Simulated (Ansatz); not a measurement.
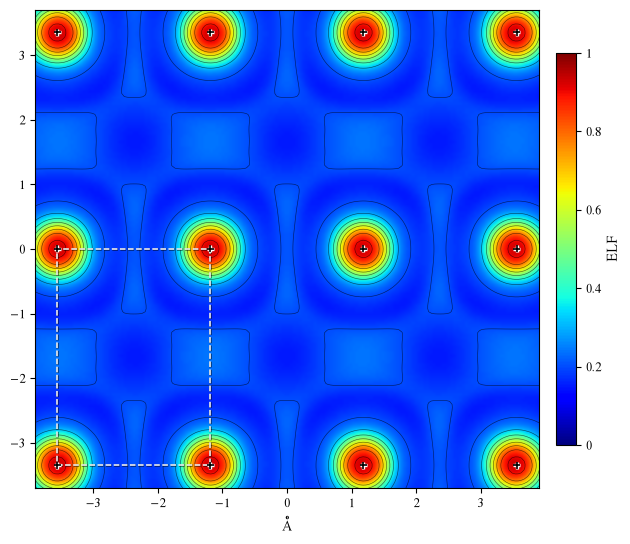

The ELF on a plane through atoms (crosses mark nuclei in the plane).

Level of theory: DFT, r2SCAN, plane waves (500 eV) with PAW, scalar-relativistic (Ansatz 0.2.0).

Candidates:
A. Co, a = 3.41 Å, b = 3.41 Å, c = 3.41 Å, α = 90.00°, β = 90.00°, γ = 90.00°. Space group Fm-3m; set up as Co, fcc; a generated structure, not necessarily the stable one; changed on purpose from its base cell (volume × 1.0); computed without spin polarisation.
B. Ir, a = 2.82 Å, b = 2.82 Å, c = 9.23 Å, α = 90.00°, β = 90.00°, γ = 120.00°. Space group P6₃/mmc; set up as Ir, dhcp; a generated structure, not necessarily the stable one; changed on purpose from its base cell (volume × 1.12); computed pressure about −32 GPa in this cell; computed without spin polarisation.
C. Cu, a = 2.37 Å, b = 2.37 Å, c = 2.37 Å, α = 90.00°, β = 90.00°, γ = 90.00°. Space group Pm-3m; set up as Cu, simple cubic; a generated structure, not necessarily the stable one; computed without spin polarisation.

Q: Which system is this?

A: Candidate C: Cu on the (011) plane of the conventional cell, which holds Cu. Cu–Cu (2.37 Å): the ELF is about 0.20 at the midpoint: no shared electron pair shows on this line.
